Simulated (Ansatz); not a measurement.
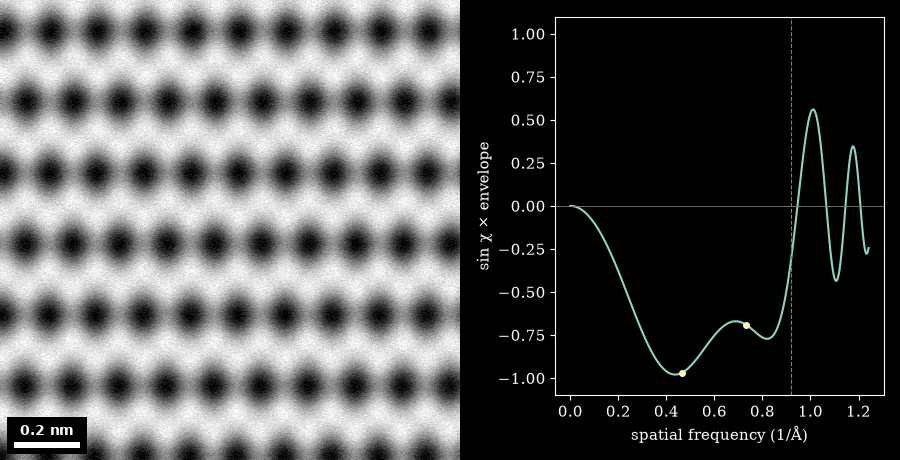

HRTEM-like image of Sn (Pm-3m, No. 221) along [221]. Simulated in the weak-phase-object approximation with neutral-atom potentials: 80 kV, Cs = 10 µm, defocus −78 Å (negative is underfocus), defocus spread 8 Å, aperture 0.92 1/Å. Shot noise and a slight drift were added. Structure used: the end point of a relaxation with DFT, r2SCAN, plane waves (500 eV) with PAW, scalar-relativistic in Ansatz; the starting structure was generated, so it need not be a known form of this composition.

The plot gives the contrast transfer function, the aperture (dashed) and the crystal's spatial frequencies that carry visible contrast (dots).

**Do the atom columns appear dark or bright, and why?**

Dark. With positive Cs and underfocus sin χ is negative over the pass band, so the strongest columns (Sn) come out darker than the background.

**What point resolution do these settings give, and which lattice spacings pass?**

About 1.1 Å (0.66 |Cs|^(1/4) λ^(3/4) with λ = 0.0418 Å). The spacings that carry visible contrast are {110} at 2.16 Å, {210} at 1.36 Å.
